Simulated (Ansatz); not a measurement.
Ga18N19 (cell charge −1, with a compensating background) (cell with a defect)

Input file:

```
crystal:
  lattice:
    - [-4.827556226, -2.7871908866, 5.2431684262]
    - [4.827556226, -2.7871908866, 5.2431684262]
    - [-1.0e-10, 5.5743817732, 5.2431684262]
  atoms:
    - { symbol: Ga, position: [0.6122247044, 0.603459739, 0.2757123781] }
    - { symbol: Ga, position: [0.6056711854, 0.2732400343, 0.6047206052] }
    - { symbol: Ga, position: [0.2819082685, 0.9334727934, 0.2736589147] }
    - { symbol: Ga, position: [0.9516599105, 0.2628645429, 0.3091308463] }
    - { symbol: Ga, position: [0.2766726161, 0.6034649596, 0.6112505569] }
    - { symbol: Ga, position: [0.6106075709, 0.9376537499, 0.943319951] }
    - { symbol: Ga, position: [0.3160028557, 0.2622206988, 0.9455445381] }
    - { symbol: Ga, position: [0.9442876515, 0.9376784239, 0.6096306859] }
    - { symbol: Ga, position: [0.9327599875, 0.633099433, 0.9318095664] }
    - { symbol: Ga, position: [0.8872435801, 0.5520479824, 0.5575312664] }
    - { symbol: Ga, position: [0.8678716518, 0.2134783217, 0.8670458411] }
    - { symbol: Ga, position: [0.555412302, 0.8811846529, 0.5544478166] }
    - { symbol: Ga, position: [0.2243665591, 0.2130853488, 0.5646607904] }
    - { symbol: Ga, position: [0.5584897953, 0.5520455374, 0.8862544253] }
    - { symbol: Ga, position: [0.8903675051, 0.8802396042, 0.2225462879] }
    - { symbol: Ga, position: [0.565635844, 0.213064015, 0.2234001529] }
    - { symbol: Ga, position: [0.2234447609, 0.8817104474, 0.8895371332] }
    - { symbol: Ga, position: [0.2211321177, 0.5390267125, 0.2201510716] }
    - { symbol: "N", position: [0.7368442192, 0.7306338063, 0.4008433723] }
    - { symbol: "N", position: [0.7247161707, 0.4025690117, 0.7237414057] }
    - { symbol: "N", position: [0.4045346412, 0.0650981829, 0.4035627758] }
    - { symbol: "N", position: [0.0736962965, 0.3970779878, 0.4199843401] }
    - { symbol: "N", position: [0.4018091758, 0.730639972, 0.7358632385] }
    - { symbol: "N", position: [0.7385680021, 0.059700276, 0.068272936] }
    - { symbol: "N", position: [0.4209583612, 0.3970693836, 0.0727190679] }
    - { symbol: "N", position: [0.0692271978, 0.0597250079, 0.7375825354] }
    - { symbol: "N", position: [0.0705147499, 0.7274480107, 0.0695368588] }
    - { symbol: "N", position: [0.6884773544, 0.3397324797, 0.3460699922] }
    - { symbol: "N", position: [0.6804967089, 0.0099635428, 0.6795335085] }
    - { symbol: "N", position: [0.3487005088, 0.6684855458, 0.3477200316] }
    - { symbol: "N", position: [0.0176453898, -0.0018611471, 0.3535406062] }
    - { symbol: "N", position: [0.3470417742, 0.3397440459, 0.6875062963] }
    - { symbol: "N", position: [0.6747703466, 0.6819667449, 0.0134097759] }
    - { symbol: "N", position: [0.3499775548, -0.0076116602, 0.016419788] }
    - { symbol: "N", position: [0.0143738917, 0.681976854, 0.6738261626] }
    - { symbol: "N", position: [-0.0412493396, 0.3812782585, -0.0407275579] }
    - { symbol: "N", position: [0.0750716422, 0.3170699152, 0.0756535831] }
  host:
    lattice:
      - [3.2183708173, 0.0, 0.0]
      - [-1.6091854087, 2.7871908866, 0.0]
      - [0.0, 0.0, 5.2431684262]
    atoms:
      - { symbol: Ga, position: [0.6666666667, 0.3333333333, 0.4991348648] }
      - { symbol: Ga, position: [0.3333333333, 0.6666666667, 0.9991348648] }
      - { symbol: "N", position: [0.6666666667, 0.3333333333, 0.8758651352] }
      - { symbol: "N", position: [0.3333333333, 0.6666666667, 0.3758651352] }
total_charge: -1
basis:
  ecutwfc: 420
  xc_grid: 2
kpoints:
  mp_grid: { grid: [2, 2, 2], shift: [0.5, 0.5, 0.5] }
hamiltonian:
  xc: pbe
scf:
  occupations: { method: gaussian, width: 0.01 }
output:
  forces: true
  stress: false
  eigenvalues: true
  charged_corrections:
    defect_position: [0.06944444, 0.06944444, 0.06944444]
    epsilon: [[10.4928, 0.0, 0.0], [0.0, 10.4928, 0.0], [0.0, 0.0, 11.6882]]
  write_density: true
  write_potential: true
  elf: true
  volumetric_format: npy
relax:
  adjacent_minimum: "off"
  f_tol: 0.025
  max_steps: 45
```

Launched as:

```sh
ansatz run input.yaml --threads 4 --pin off --max-ram 10240MiB --backend cpu --events-out ev --progress --plain --runs-dir out
```

The fields are those of the run's last geometry, not of the input's.

These are results of Ansatz, DFT PBE, scalar-relativistic, plane waves, PAW, not measurements.

Predict the valence pseudo-density and electron localisation function between the atoms.

N–N (1.45 Å): the density is about 1.9 e/Å³ at the midpoint; the ELF peaks at about 0.85 between the atoms (a covalent bond).
Ga–N (1.83 Å): ρ is about 0.96 e/Å³ halfway; the ELF peaks at about 0.85 in the valence shell of N, 0.6 Å from its nucleus, and is about 0.55 at the midpoint.
Ga–N (1.92 Å): ρ at the midpoint is about 0.78 e/Å³; the ELF peaks at about 0.85 in the valence shell of N, 0.6 Å from its nucleus, and is about 0.50 at the midpoint.
Ga–N (1.92 Å): ρ is about 0.78 e/Å³ halfway; the ELF peaks at about 0.85 in the valence shell of N, 0.6 Å from its nucleus, and is about 0.50 at the midpoint.

Does the calculation make it a metal, or give it a gap?

It is gapped, with a Kohn–Sham gap of 1.3 eV on the k-point mesh, an upper bound to the gap of this method.

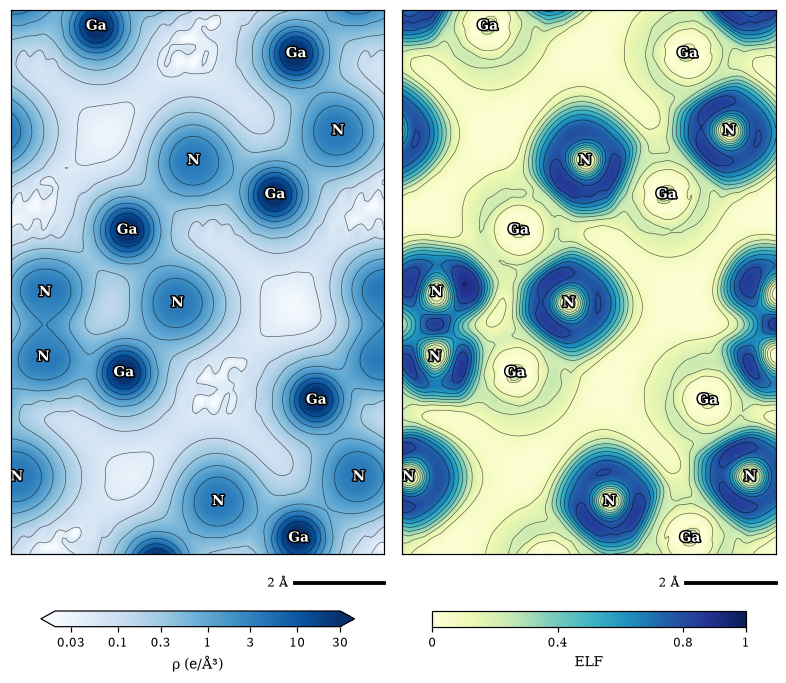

Computed valence pseudo-density and electron localisation function on the (101̄) plane of the calculation cell, in this order. 

In a PAW calculation such maps are meaningful between the atoms, not at the nuclei.
